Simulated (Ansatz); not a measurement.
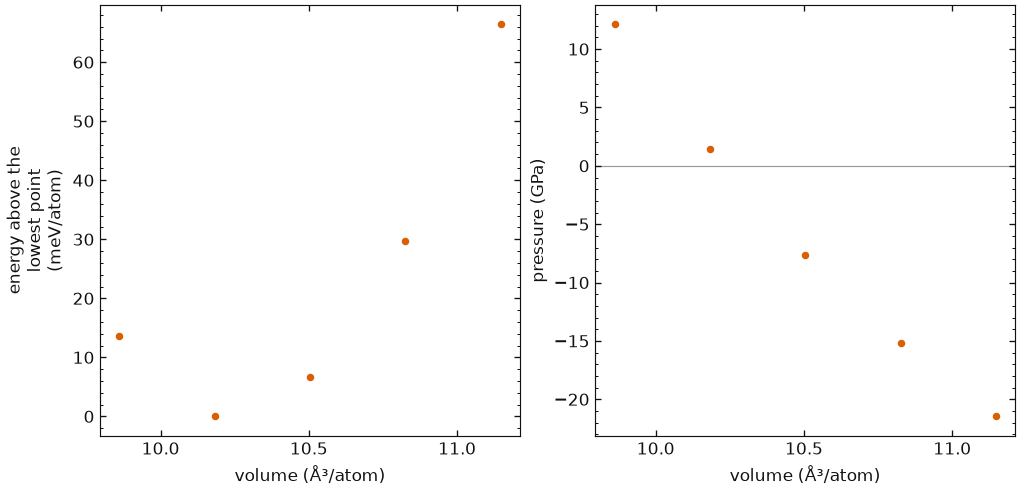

Computed with Ansatz 0.2.0 development build: equation of state of a cubic crystal from periodic Kohn-Sham density functional theory without spin; pressure corrected for the finite basis. Level: HSE06.

- structure type: fcc
- atoms in cell: 1
- space group number: 225
- lattice centring: face-centred primitive
- k mesh: 6×6×6
- occupation method: Fermi–Dirac
- occupation width: 0.1 eV
- wave cutoff: 420 eV
- datasets: soft-1 PAW
- density tolerance: 1e−07 eV
- bands: 12
- density cutoff ratio: 4
- search for lower states: default
- exchange singularity: Wigner-Seitz

Figure. Energy above the lowest point and pressure against volume for Mn, space group Fm-3m (No. 225) (one of a set of cubic test structures, which need not be the stable phase).

The energy above the lowest point is 13.6 meV/atom at volume 9.86 Å³/atom and 66.4 meV/atom at 11.15 Å³/atom; the lowest computed point is at volume 10.18 Å³/atom (0.0 meV/atom), and no other minimum shows. The pressure falls from 12.1 GPa at volume 9.86 Å³/atom to −21.5 GPa at 11.15 Å³/atom, and changes sign near 10.23 Å³/atom.

Keep in mind: coarse k-mesh, values are not converged in k; cubic model structure, not the ambient form; known magnet treated without spin, far from its ground state.
